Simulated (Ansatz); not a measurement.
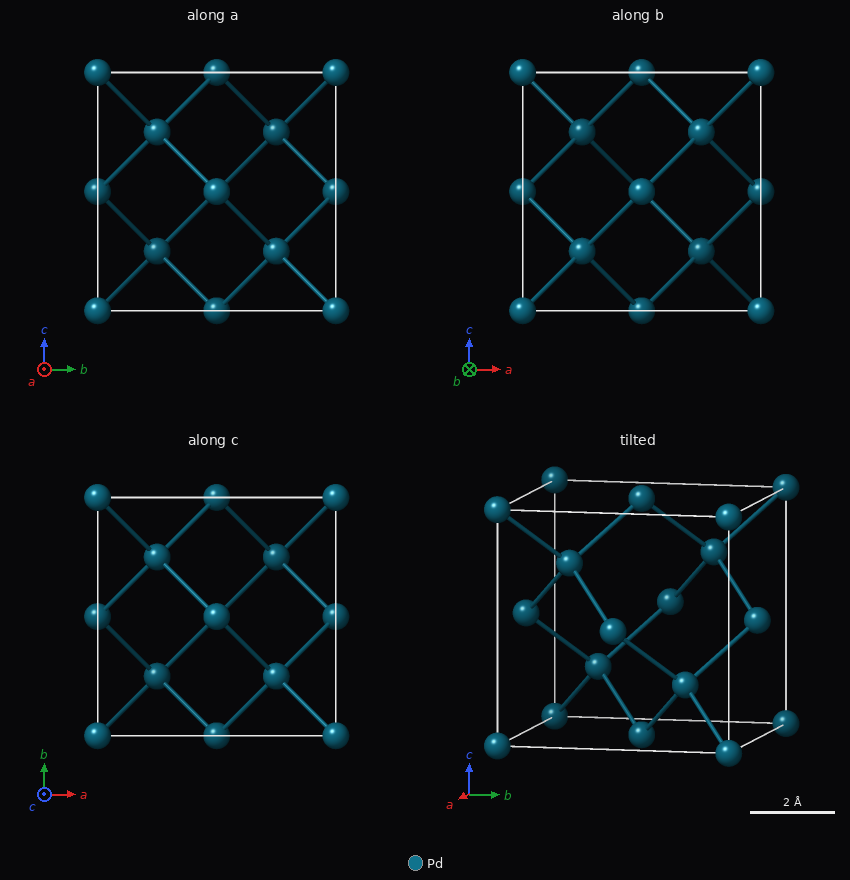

Ball-and-stick drawing of the structure, looking along the a axis, along the b axis, along the c axis and slightly off an axis. Atoms at the boundary of the conventional unit cell (the box) are drawn once for each face, edge or corner they touch.

Lattice parameters: a = 5.7378 Å, b = 5.7378 Å, c = 5.7378 Å, α = 90.000°, β = 90.000°, γ = 90.000°.

Write down what is shown as a CIF in P1 with every atom of the cell.

```cif
data_structure
_symmetry_space_group_name_H-M 'P 1'
_symmetry_Int_Tables_number 1
_cell_length_a 5.7378
_cell_length_b 5.7378
_cell_length_c 5.7378
_cell_angle_alpha 90.000
_cell_angle_beta 90.000
_cell_angle_gamma 90.000
_cell_volume 188.90
loop_
_atom_site_label
_atom_site_type_symbol
_atom_site_fract_x
_atom_site_fract_y
_atom_site_fract_z
_atom_site_occupancy
Pd1 Pd 0.7500 0.7500 0.2500 1
Pd2 Pd 0.0000 0.5000 0.5000 1
Pd3 Pd 0.7500 0.2500 0.7500 1
Pd4 Pd 0.0000 0.0000 0.0000 1
Pd5 Pd 0.2500 0.7500 0.7500 1
Pd6 Pd 0.5000 0.5000 0.0000 1
Pd7 Pd 0.2500 0.2500 0.2500 1
Pd8 Pd 0.5000 0.0000 0.5000 1
```

The structure was taken from a structure type filled with this element by a generator (whether the element takes this form wasn't checked). Earlier steps of the study may have refined or changed the cell and positions. A calculation with Ansatz used it as input.
